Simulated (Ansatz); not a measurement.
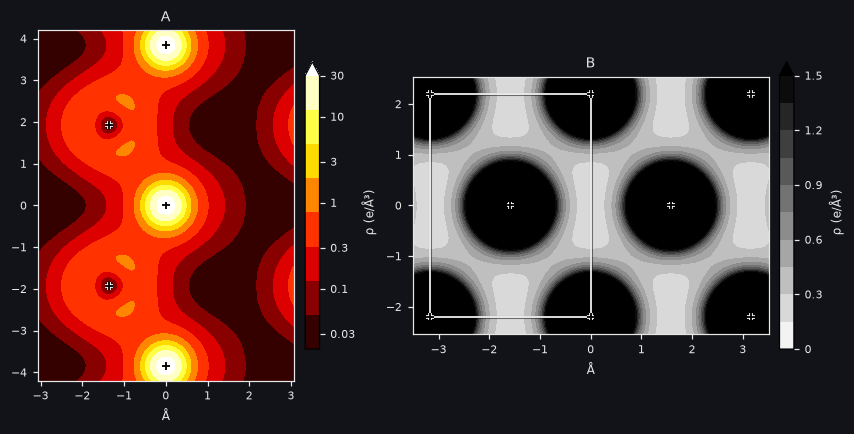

The valence pseudo-density of 2 systems, each on a plane through atoms (crosses mark nuclei in the plane).

The calculation used Ansatz 0.2.0, DFT PBEsol, scalar-relativistic, plane waves, PAW.

System 1: Pt, the (101̄) plane of the conventional cell. Space group I4/mmm; a structure from a database of computed crystals, not necessarily the ambient phase.

```yaml
crystal:
  lattice:
    - [3.16370, 0.00000, 0.00000]
    - [0.00000, 3.16370, 0.00000]
    - [0.00000, 0.00000, 3.03715]
  atoms:
    - { symbol: Pt, position: [0.00000, 0.00000, 0.00000] }
    - { symbol: Pt, position: [0.50000, 0.50000, 0.50000] }
```

System 2: GaP, the (101) plane of the conventional cell. Space group F-43m.

Which map belongs to which system?

Answer. Panel A is system 2, GaP: the plane holds Ga and P. Ga–P (2.35 Å): ρ is about 0.55 e/Å³ halfway. Panel B is system 1, Pt: the plane holds Pt. Pt–Pt (2.70 Å): the density is about 0.42 e/Å³ at the midpoint.
